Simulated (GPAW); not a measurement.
# Whose spectrum is this?

Method: GPAW, PBE, RPA, without spin-orbit coupling, line width 0.2 eV (Lorentzian); metals get a typed carrier damping. The response is along the first axis of the cell.

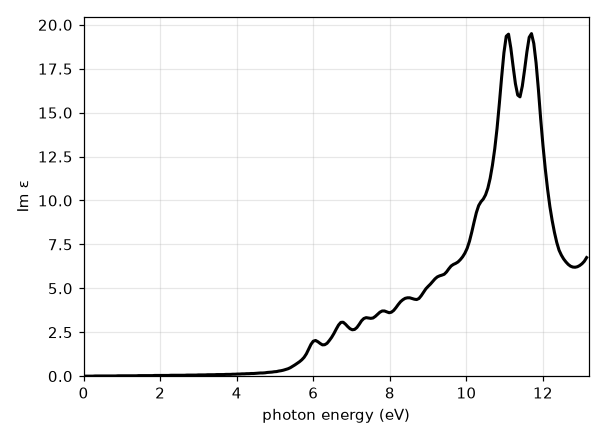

To which candidate does it belong?
A. C (Fd-3m)
B. ZnS (P6_3mc)
C. SiC (P6_3mc)
D. AlN (P6_3mc)

A. C (Fd-3m): ε∞ = 5.78 along the first axis, strongest peak along the first axis at 11.69 eV. The others: SiC (P6_3mc), ε∞ = 6.61 along the first axis, strongest peak along the first axis at 6.93 eV; AlN (P6_3mc), ε∞ = 4.28 along the first axis, strongest peak along the first axis at 7.93 eV; ZnS (P6_3mc), ε∞ = 5.50 along the first axis, strongest peak along the first axis at 5.81 eV.
